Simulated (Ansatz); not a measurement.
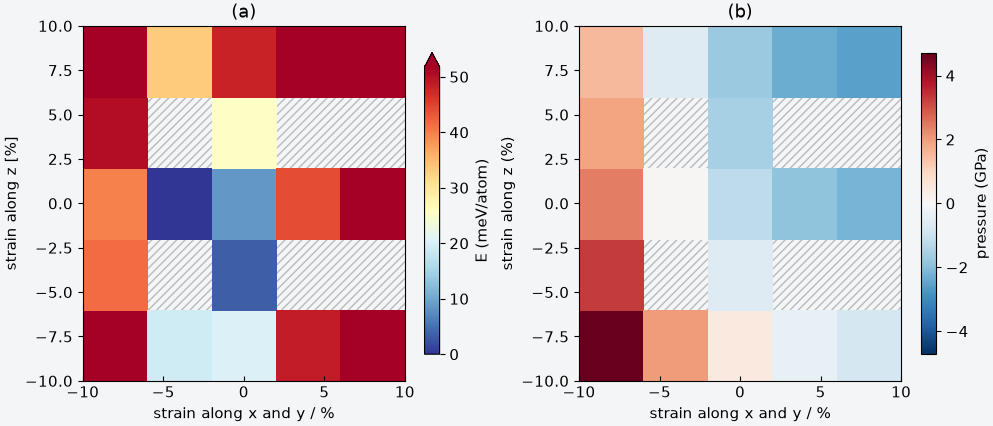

RbBr (Fm-3m, No. 225; 2 atoms in the cell). The cell is strained homogeneously, by one strain along x and y and another along z, with fractional coordinates fixed (x, y and z along the cube axes). Coordinates scanned: (1) strain along x and y; (2) strain along z. The scan uses a 5 × 5 grid. At 6 points there is no value. Points are written as (first, second). Energies: meV/atom, counted from the lowest grid point. The reference cell is the one listed in the database, not relaxed at this level. These are results of Ansatz 0.2.0, DFT LDA, scalar-relativistic, plane waves, PAW, not measurements. Settings: cutoff 420 eV, k-mesh 6×6×6, gaussian smearing 0.05 eV, no spin polarisation.

Panel (a) is the energy and panel (b) the computed pressure on the same grid.

The picture shows one coloured cell a grid point, one colour for all values above the top of the scale, hatched blanks where no value was computed.

**How does the pressure vary over the map, and what is it at the lowest grid point?**

It runs from −2.6 GPa at (8 %, 8 %) to 4.7 GPa at (−8 %, −8 %). At the lowest grid point, (−4 %, 0 %), it is 0.1 GPa.

```csv
"strain along z ↓, strain along x and y →",−8,−4,0,4,8
8,1.5,−0.6,−1.8,−2.3,−2.6
4,1.9,–,−1.6,–,–
0,2.4,0.1,−1.2,−1.9,−2.2
−4,3.3,–,−0.6,–,–
−8,4.7,2.0,0.5,−0.4,−0.8
```
